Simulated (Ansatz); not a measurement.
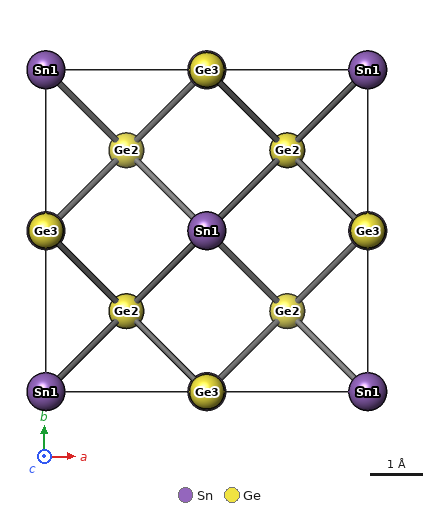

Starting structure of solid SnGe₂ (a generated structure, set up in F-43m) (coarse preliminary run). The picture is a ball-and-stick view of the conventional cell (4 times the calculation's cell), seen along the c axis. Lengths and directions refer to the drawn axes.

The calculation used DFT PBE, scalar-relativistic, plane waves, PAW in Ansatz 0.2.0.

Input
```yaml
crystal:
  lattice:
    - [0.0, 3.13578422, 3.13578422]
    - [3.13578422, 0.0, 3.13578422]
    - [3.13578422, 3.13578422, 0.0]
  atoms:
    - { symbol: Sn, position: [0.0, 0.0, 0.0] }
    - { symbol: Ge, position: [0.25, 0.25, 0.25] }
    - { symbol: Ge, position: [0.5, 0.5, 0.5] }
basis:
  ecutwfc: 420
kpoints:
  mp_grid: { grid: [6, 6, 6] }
hamiltonian:
  xc: pbe
scf:
  occupations: { method: gaussian, width: 0.1 }
  lower_state_search: "off"
output:
  forces: true
  stress: true
  eigenvalues: true
relax:
  adjacent_minimum: "off"
  f_tol: 0.04
  max_steps: 70
  cell: { stress_tol: 0.4 }
```

Run as
```bash
ansatz run input.yaml --threads 1 --pin off --max-ram 2560MiB --backend cpu --events-out ev --progress --plain --runs-dir out
```

Predict the outcome.

After 3 accepted moves (4 points after the start) the energy has fallen by 0.622 eV per cell of the calculation. All forces vanish by symmetry, so only the cell relaxes. Pressure: 16.40 GPa at the start and −0.01 GPa at the end. The SCF was repeated once at an unchanged geometry on a basis and grid sized afresh for the cell, which shifted the energy by 8.0 meV per cell of the calculation at most. No atom moves by more than 0.005 Å relative to the cell. The volume changes by +24.4 %, with a = b = c 6.272 → 6.746 Å (+7.6 %). Some distances before and after: Sn1–Ge2 2.716 → 2.921 Å, Ge2–Ge3 2.716 → 2.921 Å. The space group stays F-43m (No. 216).

Final geometry:

```
CELL_PARAMETERS angstrom
0.00000 3.37286 3.37286
3.37286 0.00000 3.37286
3.37286 3.37286 0.00000
ATOMIC_POSITIONS crystal
Sn 0.00000 0.00000 0.00000
Ge 0.25000 0.25000 0.25000
Ge 0.50000 0.50000 0.50000
```

The end point in the same view:

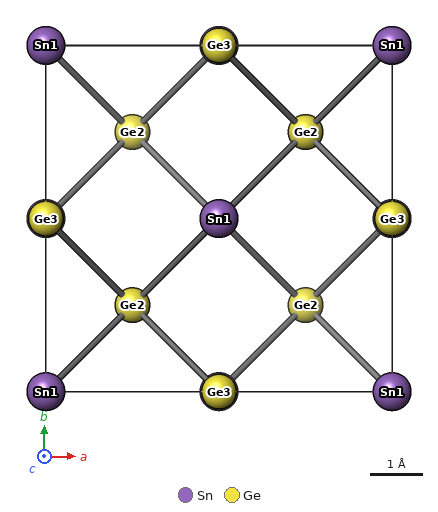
